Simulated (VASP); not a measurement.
InAs: geometry relaxation (part 2 of 2)

The same run, continued: InAs (F-43m, 2 atoms in the cell); Kohn-Sham DFT of a periodic cell, PBEsol, VASP PAW PBE potentials, recommended, no spin polarisation (VASP 6.6.1); cutoff 600 eV, 10×10×10 k-mesh, Gaussian smearing of 0.03 eV. The structure derives from an entry of the Crystallography Open Database.

Geometry of the input (Å; fractional positions):
```
0.0000  3.0180  3.0180
3.0180  0.0000  3.0180
3.0180  3.0180  0.0000
In 0.0000  0.0000  0.0000
As 0.2500  0.2500  0.2500
```

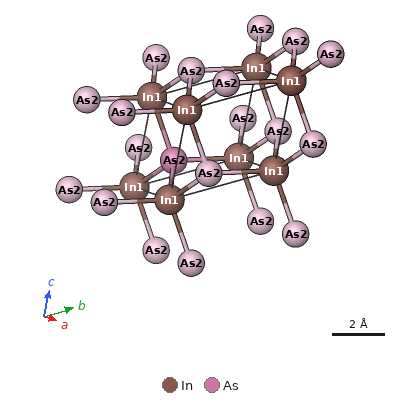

The geometry at step 1 of the log (ball-and-stick view of the cell of the calculation, seen slightly off an axis; neighbours outside the cell are drawn fainter; atoms are numbered from 1 in the order of the input).

### Parts of OUTCAR, continued
```
 val. band max:        4.4280757956   @ k =   0.0000   0.0000   0.0000
 cond. band min:       5.3138913390   @ k =   0.5000   0.0000   0.0000
 fundamental gap:      0.8858155435
 Fermi energy:         4.4372128700

 k-point     1 :       0.0000    0.0000    0.0000
  band No.  band energies     occupation
      1      -9.9157      2.00000
      2      -9.9157      2.00000
      3      -9.9157      2.00000
      4      -9.7854      2.00000
      5      -9.7854      2.00000
      6      -7.4982      2.00000
      7       4.1730      2.00000
      8       4.4281      1.33333
      9       4.4281      1.33333
     10       4.4281      1.33333
     11       8.2865      0.00000
     12       8.2865      0.00000
     13       8.2865      0.00000

 k-point     2 :       0.1000    0.0000    0.0000
  band No.  band energies     occupation
      1      -9.9299      2.00000
      2      -9.9117      2.00000
      3      -9.9117      2.00000
      4      -9.7855      2.00000
      5      -9.7855      2.00000
      6      -7.3919      2.00000
      7       2.8805      2.00000
      8       4.2966      2.00000
      9       4.2966      2.00000
     10       5.3430      0.00000
     11       8.3433      0.00000
     12       8.4787      0.00000
     13       8.4787      0.00000

 k-point     3 :       0.2000    0.0000    0.0000
  band No.  band energies     occupation
      1      -9.9650      2.00000
      2      -9.9020      2.00000
      3      -9.9020      2.00000
      4      -9.7851      2.00000
      5      -9.7851      2.00000
      6      -7.0904      2.00000
      7       1.3916      2.00000
      8       4.0022      2.00000
      9       4.0022      2.00000
     10       5.6558      0.00000
     11       8.8620      0.00000
     12       8.8620      0.00000
     13       8.9773      0.00000

 k-point     4 :       0.3000    0.0000    0.0000
  band No.  band energies     occupation
      1     -10.0052      2.00000
      2      -9.8917      2.00000
      3      -9.8917      2.00000
      4      -9.7827      2.00000
      5      -9.7827      2.00000
      6      -6.6510      2.00000
      7       0.0248      2.00000
      8       3.7033      2.00000
      9       3.7033      2.00000
     10       5.5303      0.00000
     11       9.0822      0.00000
     12       9.0822      0.00000
     13      10.1256      0.00000

 k-point     5 :       0.4000    0.0000    0.0000
  band No.  band energies     occupation
      1     -10.0356      2.00000
      2      -9.8851      2.00000
      3      -9.8851      2.00000
      4      -9.7789      2.00000
      5      -9.7789      2.00000
      6      -6.2031      2.00000
      7      -1.0069      2.00000
      8       3.4957      2.00000
      9       3.4957      2.00000
     10       5.3738      0.00000
     11       9.0824      0.00000
     12       9.0824      0.00000
     13      11.0022      0.00000

 [... the levels of 18 k-points are left out ...]

 k-point    24 :       0.4000    0.3000    0.0000
  band No.  band energies     occupation
      1     -10.0717      2.00000
      2      -9.8536      2.00000
      3      -9.8510      2.00000
      4      -9.8134      2.00000
      5      -9.7675      2.00000
      6      -6.0116      2.00000
      7      -0.6007      2.00000
      8       2.1860      2.00000
      9       2.4610      2.00000
     10       6.3668      0.00000
     11       7.1555      0.00000
     12      11.0149      0.00000
     13      11.7921      0.00000

 [... further k-points ...]

------------------------ aborting loop because EDIFF is reached ----------------------------------------

  FORCE on cell =-STRESS in cart. coord.  units (eV):
  Direction    XX          YY          ZZ          XY          YZ          ZX
  --------------------------------------------------------------------------------------
  -------------------------------------------------------------------------------------
  Total        0.5547421      0.5547421      0.5547421      0.0000000      0.0000000      0.0000000
  in kB       16.1664248     16.1664248     16.1664248      0.0000000      0.0000000      0.0000000
  external PRESSURE =      16.1664248 kB  Pullay stress =       0.0000000 kB

 VOLUME and BASIS-vectors are now :
 -----------------------------------------------------------------------------
  energy-cutoff  :      600.00
  volume of cell :       54.98
      direct lattice vectors                 reciprocal lattice vectors
     0.000000000  3.018000000  3.018000000    -0.165672631  0.165672631  0.165672631
     3.018000000  0.000000000  3.018000000     0.165672631 -0.165672631  0.165672631
     3.018000000  3.018000000  0.000000000     0.165672631  0.165672631 -0.165672631

 POSITION                                       TOTAL-FORCE (eV/Angst)
 -----------------------------------------------------------------------------------
      0.00000      0.00000      0.00000         0.000000      0.000000      0.000000
      1.50900      1.50900      1.50900        -0.000000     -0.000000     -0.000000
 -----------------------------------------------------------------------------------
    total drift:                               -0.000000     -0.000000     -0.000000

  FREE ENERGIE OF THE ION-ELECTRON SYSTEM (eV)
  ---------------------------------------------------
  free  energy   TOTEN  =        -8.4825874400 eV

  energy  without entropy=       -8.4825411614  energy(sigma->0) =       -8.48256430

--------------------------------------- Ionic step        2  -------------------------------------------

 number of electron      18.0000001 magnetization

------------------------ aborting loop because EDIFF is reached ----------------------------------------

  FORCE on cell =-STRESS in cart. coord.  units (eV):
  Direction    XX          YY          ZZ          XY          YZ          ZX
  --------------------------------------------------------------------------------------
  -------------------------------------------------------------------------------------
  Total       -0.2508454     -0.2508454     -0.2508454      0.0000000      0.0000000     -0.0000000
  in kB       -7.0244213     -7.0244213     -7.0244213      0.0000000      0.0000000     -0.0000000
  external PRESSURE =      -7.0244213 kB  Pullay stress =       0.0000000 kB

 VOLUME and BASIS-vectors are now :
 -----------------------------------------------------------------------------
  energy-cutoff  :      600.00
  volume of cell :       57.21
      direct lattice vectors                 reciprocal lattice vectors
     0.000000000  3.058384205  3.058384205    -0.163485019  0.163485019  0.163485019
     3.058384205  0.000000000  3.058384205     0.163485019 -0.163485019  0.163485019
     3.058384205  3.058384205 -0.000000000     0.163485019  0.163485019 -0.163485019

 POSITION                                       TOTAL-FORCE (eV/Angst)
 -----------------------------------------------------------------------------------
      3.05838      0.00000      3.05838        -0.000000     -0.000000     -0.000000
      1.52919      1.52919      1.52919         0.000000      0.000000      0.000000
 -----------------------------------------------------------------------------------
    total drift:                               -0.000000     -0.000000     -0.000000

  FREE ENERGIE OF THE ION-ELECTRON SYSTEM (eV)
  ---------------------------------------------------
  free  energy   TOTEN  =        -8.4884693404 eV

  energy  without entropy=       -8.4884230617  energy(sigma->0) =       -8.48844620

--------------------------------------- Ionic step        3  -------------------------------------------

 number of electron      18.0000003 magnetization

 Free energy of the ion-electron system (eV)
  ---------------------------------------------------
  ext. energy  EPLUGINS =         0.00000000
  ---------------------------------------------------
  free energy    TOTEN  =        -8.49004261 eV

  energy without entropy =       -8.48999633  energy(sigma->0) =       -8.49001947

 E-fermi :   4.1651     XC(G=0):  -9.1897     alpha+bet : -9.8879

 val. band max:        4.1559976031   @ k =   0.0000   0.0000   0.0000
 cond. band min:       4.9842054498   @ k =   0.5000   0.0000   0.0000
 fundamental gap:      0.8282078467
 Fermi energy:         4.1651346752

 k-point     1 :       0.0000    0.0000    0.0000
  band No.  band energies     occupation
      1     -10.1329      2.00000
      2     -10.1329      2.00000
      3     -10.1329      2.00000
      4     -10.0138      2.00000
      5     -10.0138      2.00000
      6      -7.5955      2.00000
      7       3.7638      2.00000
      8       4.1560      1.33333
      9       4.1560      1.33333
     10       4.1560      1.33333
     11       8.0026      0.00000
     12       8.0026      0.00000
     13       8.0026      0.00000

 k-point     2 :       0.1000    0.0000    0.0000
  band No.  band energies     occupation
      1     -10.1454      2.00000
      2     -10.1293      2.00000
      3     -10.1293      2.00000
      4     -10.0139      2.00000
      5     -10.0139      2.00000
      6      -7.4945      2.00000
      7       2.5749      2.00000
      8       4.0306      2.00000
      9       4.0306      2.00000
     10       4.9895      0.00000
     11       8.0461      0.00000
     12       8.1880      0.00000
     13       8.1880      0.00000

 k-point     3 :       0.2000    0.0000    0.0000
  band No.  band energies     occupation
      1     -10.1765      2.00000
      2     -10.1205      2.00000
      3     -10.1205      2.00000
      4     -10.0135      2.00000
      5     -10.0135      2.00000
      6      -7.2080      2.00000
      7       1.1410      2.00000
      8       3.7485      2.00000
      9       3.7485      2.00000
     10       5.3100      0.00000
     11       8.5608      0.00000
     12       8.5608      0.00000
     13       8.6397      0.00000

 k-point     4 :       0.3000    0.0000    0.0000
  band No.  band energies     occupation
      1     -10.2125      2.00000
      2     -10.1111      2.00000
      3     -10.1111      2.00000
      4     -10.0113      2.00000
      5     -10.0113      2.00000
      6      -6.7916      2.00000
      7      -0.1741      2.00000
      8       3.4610      2.00000
      9       3.4610      2.00000
     10       5.1958      0.00000
     11       8.7824      0.00000
     12       8.7824      0.00000
     13       9.7597      0.00000

 k-point     5 :       0.4000    0.0000    0.0000
  band No.  band energies     occupation
      1     -10.2400      2.00000
      2     -10.1051      2.00000
      3     -10.1051      2.00000
      4     -10.0079      2.00000
      5     -10.0079      2.00000
      6      -6.3706      2.00000
      7      -1.1617      2.00000
      8       3.2609      2.00000
      9       3.2609      2.00000
     10       5.0433      0.00000
     11       8.7909      0.00000
     12       8.7909      0.00000
     13      10.6694      0.00000

 [... the levels of 18 k-points are left out ...]

 k-point    24 :       0.4000    0.3000    0.0000
  band No.  band energies     occupation
      1     -10.2739      2.00000
      2     -10.0765      2.00000
      3     -10.0742      2.00000
      4     -10.0387      2.00000
      5      -9.9975      2.00000
      6      -6.1851      2.00000
      7      -0.8011      2.00000
      8       2.0013      2.00000
      9       2.2663      2.00000
     10       6.1171      0.00000
     11       6.8496      0.00000
     12      10.6491      0.00000
     13      11.4114      0.00000

 [... further k-points ...]

------------------------ aborting loop because EDIFF is reached ----------------------------------------

  FORCE on cell =-STRESS in cart. coord.  units (eV):
  Direction    XX          YY          ZZ          XY          YZ          ZX
  --------------------------------------------------------------------------------------
  -------------------------------------------------------------------------------------
  Total        0.0037378      0.0037378      0.0037378      0.0000000     -0.0000000     -0.0000000
  in kB        0.1060095      0.1060095      0.1060095      0.0000000     -0.0000000     -0.0000000
  external PRESSURE =       0.1060095 kB  Pullay stress =       0.0000000 kB

 VOLUME and BASIS-vectors are now :
 -----------------------------------------------------------------------------
  energy-cutoff  :      600.00
  volume of cell :       56.49
      direct lattice vectors                 reciprocal lattice vectors
     0.000000000  3.045454063  3.045454063    -0.164179131  0.164179131  0.164179131
     3.045454063  0.000000000  3.045454063     0.164179131 -0.164179131  0.164179131
     3.045454063  3.045454063 -0.000000000     0.164179131  0.164179131 -0.164179131

 POSITION                                       TOTAL-FORCE (eV/Angst)
 -----------------------------------------------------------------------------------
      0.00000      0.00000      0.00000        -0.000000      0.000000     -0.000000
      1.52273      1.52273      1.52273         0.000000     -0.000000      0.000000
 -----------------------------------------------------------------------------------
    total drift:                               -0.000000     -0.000000     -0.000000

  FREE ENERGIE OF THE ION-ELECTRON SYSTEM (eV)
  ---------------------------------------------------
  free  energy   TOTEN  =        -8.4900426074 eV

  energy  without entropy=       -8.4899963287  energy(sigma->0) =       -8.49001947

 reached required accuracy - stopping structural energy minimisation
```

### CONTCAR
```
InAs
   1.00000000000000
     0.0000000000000000    3.0454540625663773    3.0454540625663773
     3.0454540625663773    0.0000000000000000    3.0454540625663773
     3.0454540625663773    3.0454540625663773   -0.0000000000000000
  In              As
     1     1
Direct
     0.0000000000000000    0.0000000000000000    0.0000000000000000
     0.2500000000000000    0.2500000000000000    0.2500000000000000

  0.00000000E+00  0.00000000E+00  0.00000000E+00
  0.00000000E+00  0.00000000E+00  0.00000000E+00
```

### Trajectory as extended XYZ (Å, eV, eV/Å), 3 frames, from step=0 to step=2
```
2
Lattice="0.0000 3.0180 3.0180 3.0180 0.0000 3.0180 3.0180 3.0180 0.0000" Properties=species:S:1:pos:R:3:forces:R:3 step=0 energy=-8.48259
In    0.0000    0.0000    0.0000    0.0000   0.0000   0.0000
As    1.5090    1.5090    1.5090    0.0000   0.0000   0.0000
2
Lattice="0.0000 3.0584 3.0584 3.0584 0.0000 3.0584 3.0584 3.0584 -0.0000" Properties=species:S:1:pos:R:3:forces:R:3 step=1 energy=-8.48847
In    3.0584    0.0000    3.0584    0.0000   0.0000   0.0000
As    1.5292    1.5292    1.5292    0.0000   0.0000   0.0000
2
Lattice="0.0000 3.0455 3.0455 3.0455 0.0000 3.0455 3.0455 3.0455 -0.0000" Properties=species:S:1:pos:R:3:forces:R:3 step=2 energy=-8.49004
In    0.0000    0.0000    0.0000    0.0000   0.0000   0.0000
As    1.5227    1.5227    1.5227    0.0000   0.0000   0.0000
```

### Results in brief

| quantity | value |
| --- | --- |
| outcome | converged |
| space group (tolerance 0.01 Å) | F-43m (216) |
| electrons treated | 18 |
| free energy | −8.4900 eV |
| Fermi energy | 4.165 eV |
| gap on the k-point mesh | none (metallic) |
| pressure | 0.01 GPa |
| final volume | 56.49 Å³ |
| largest force (length of the vector) at the end | under 0.001 eV/Å |
| final cell | a = 4.307 Å, b = 4.307 Å, c = 4.307 Å, α = 60.00°, β = 60.00°, γ = 60.00° |
| hardware | 8 threads of AMD EPYC (Zen 5), 176 GiB of memory available, shared host |
| wall time | 15 s (CPU time 1.7 min) |
| peak memory | 0.25 GiB |
